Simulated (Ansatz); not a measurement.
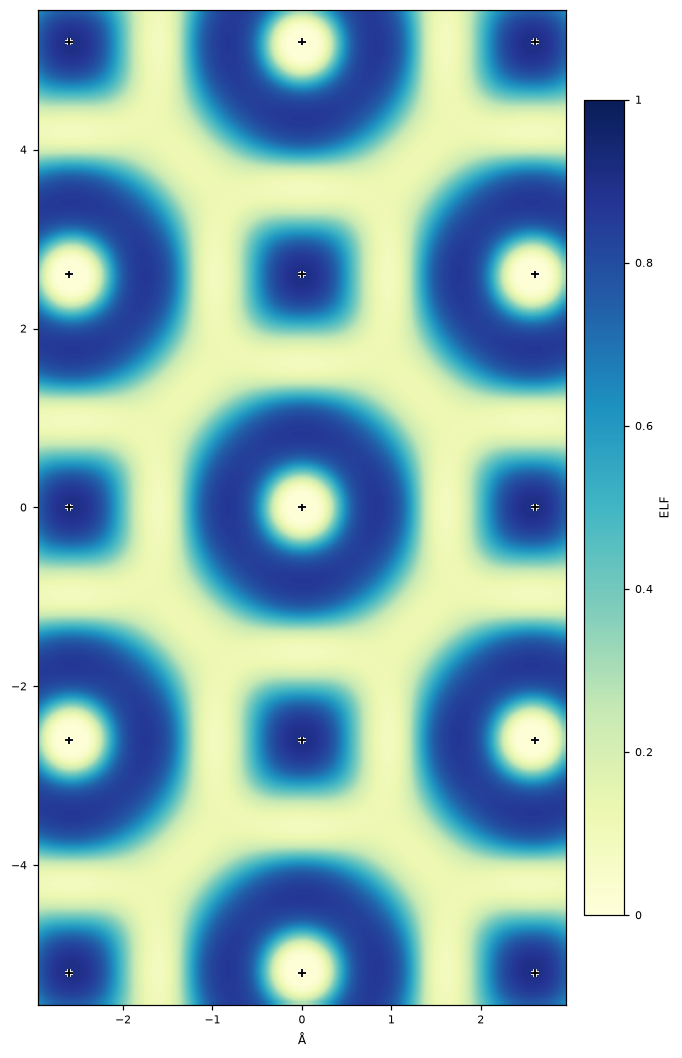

The ELF on a plane through atoms (crosses mark nuclei in the plane).

These are results of Ansatz, Kohn-Sham DFT of a periodic cell, PBE, Ansatz PAW, not measurements.

Candidates:
A. Co, a = 2.47 Å, b = 2.47 Å, c = 8.09 Å, α = 90.00°, β = 90.00°, γ = 120.00°. Space group P6₃/mmc; a structure from a database of computed crystals, not necessarily the ambient phase; computed pressure about −3 GPa in this cell; spin-polarised.
B. MnS, a = 5.21 Å, b = 5.21 Å, c = 5.21 Å, α = 90.00°, β = 90.00°, γ = 90.00°. Space group Fm-3m; computed pressure about −23 GPa in this cell; the program warned that no starting moments were given; spin-polarised, but the moments vanished.

### Which candidate gave the map?

Candidate B: MnS on the (100) plane of the conventional cell, which holds Mn and S. Mn–S (2.60 Å): the ELF peaks at about 0.85 in the valence shell of S, 0.8 Å from its nucleus, and is about 0.45 at the midpoint.
